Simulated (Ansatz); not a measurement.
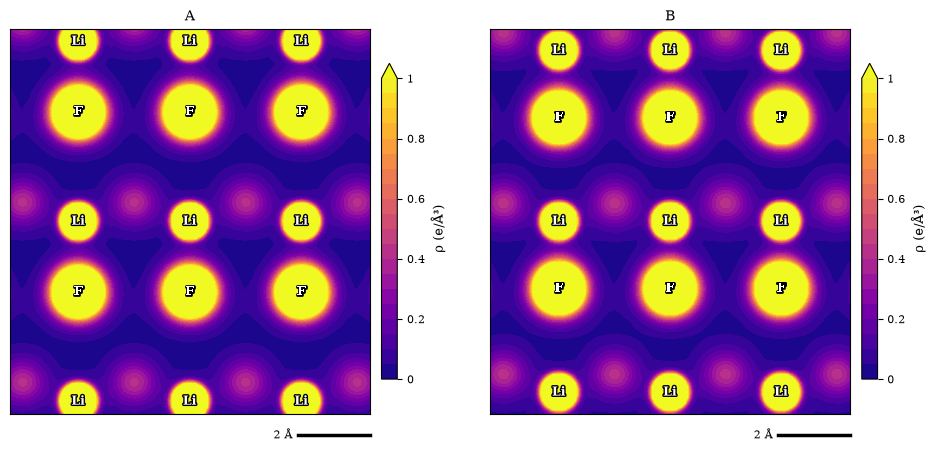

LiF. The valence charge density (pseudo) of two cells that differ in size and shape, on the (010) plane of each (indices in the axes of the calculation cell), at one length scale and on one colour scale: A has 10.4 Å³ an atom and B 9.9.

These are results of DFT LDA, scalar-relativistic, plane waves, PAW (Ansatz), not measurements.

The larger cell:

```cif
data_structure
_symmetry_space_group_name_H-M 'P 1'
_symmetry_Int_Tables_number 1
_cell_length_a 3.1039
_cell_length_b 3.1039
_cell_length_c 5.0085
_cell_angle_alpha 90.000
_cell_angle_beta 90.000
_cell_angle_gamma 120.000
_cell_volume 41.79
loop_
_atom_site_label
_atom_site_type_symbol
_atom_site_fract_x
_atom_site_fract_y
_atom_site_fract_z
_atom_site_occupancy
Li1 Li 0.33333 0.66667 0.38398 1
Li2 Li 0.66667 0.33333 0.88398 1
F1 F 0.33333 0.66667 0.99102 1
F2 F 0.66667 0.33333 0.49102 1
```

The smaller cell: a = 3.093 Å, b = 3.093 Å, c = 4.756 Å, α = 90.00°, β = 90.00°, γ = 120.00°.

> What changes from the larger cell to the smaller?

From the larger cell to the smaller, Li–F goes from 1.97 to 1.87 Å, and the density at its midpoint from 0.3 to 0.41 e/Å³; the pressure goes from −6 to −3.6 GPa; the Kohn–Sham gap goes from 7.2 eV to 7.5 eV.
